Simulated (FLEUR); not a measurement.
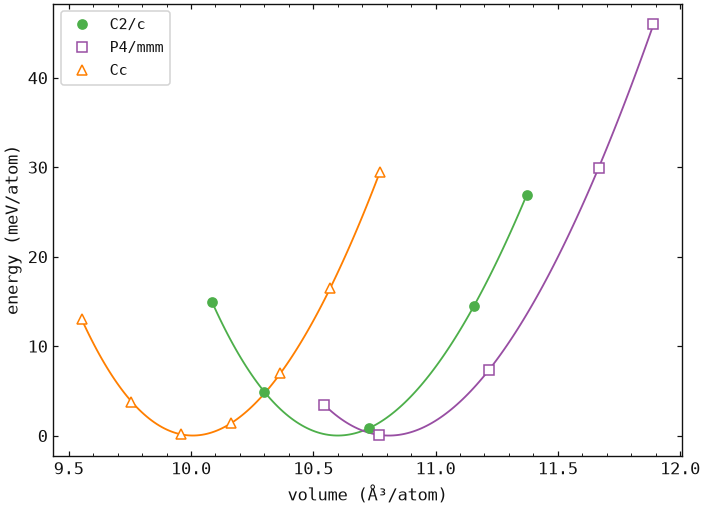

Energy against volume, with one curve for each structure, for CuO. Each energy curve has its own zero, so the curves don't rank the structures.

Settings that differ: C2/c: k mesh 9×9×5; P4/mmm: k mesh 7×7×7; Cc: k mesh 10×10×5.

The fitted equilibrium volumes, smallest first, are Cc 10.007, C2/c 10.600, P4/mmm 10.809 Å³/atom. The fitted bulk moduli, smallest first, are P4/mmm 162.6, C2/c 174.7, Cc 185.2 GPa.

How it was computed, with FLEUR MaX-R8.1 (later development tree): all-electron LAPW DFT, no spin polarisation; energies at scaled volumes of the given cell, shape and fractions fixed, counted from the fit's minimum, third-order Birch-Murnaghan fit. Level: PBEsol.

occupations Fermi–Dirac; smearing width 0.05 eV; potentials all electron.

Limits of the calculation: shape and atomic fractions are frozen while scaling, which makes layered, chain and framework solids too stiff.
